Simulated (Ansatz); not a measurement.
System: Al3GaN4.

```
Al Ga N
1.0
     4.39509    0.00000    0.00000
     0.00000    4.39509    0.00000
     0.00000    0.00000    4.39509
Al Ga N
3 1 4
Direct
  0.50000 0.50000 0.00000
  0.50000 0.00000 0.50000
  0.00000 0.50000 0.50000
  0.00000 0.00000 0.00000
  0.74449 0.74449 0.25551
  0.74449 0.25551 0.74449
  0.25551 0.74449 0.74449
  0.25551 0.25551 0.25551
```

Space group P-43m; a structure from a database of computed crystals, not necessarily the ambient phase; started from the database structure prototype, which need not be the ambient phase.

Method: DFT, r2SCAN+rVV10, plane waves, PAW in Ansatz 0.2.0.

**What can the converged valence pseudo-density and electron localisation function tell about the bonding?**

Al–N (1.89 Å): ρ at the midpoint is about 0.69 e/Å³; the ELF peaks at about 0.90 between the atoms; a shared but strongly polarised pair.
Ga–N (1.95 Å): the density is about 0.74 e/Å³ at the midpoint; the ELF peaks at about 0.85 in the valence shell of N, 0.7 Å from its nucleus, and is about 0.45 at the midpoint.

**Does the calculation make it a metal, or give it a gap?**

It is gapped, with a Kohn–Sham gap of 4.0 eV on the k-point mesh (the band edges may lie off the mesh, which would make the gap smaller).

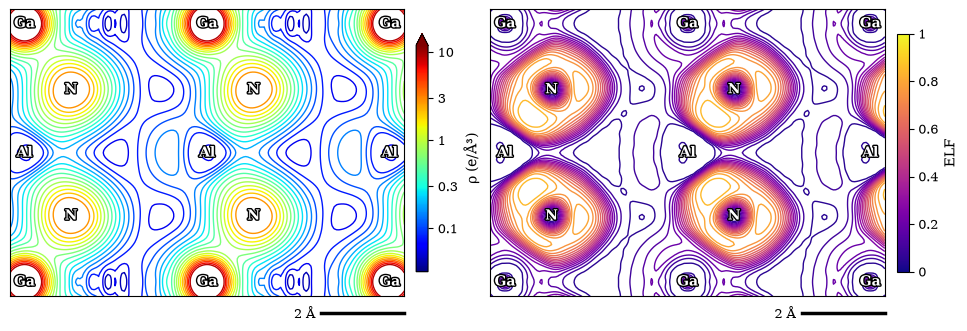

Computed valence pseudo-density and electron localisation function on the (011̄) plane of the conventional cell, in this order. 

The density is the valence pseudo-density of a PAW calculation; it isn't the true density close to the nuclei.
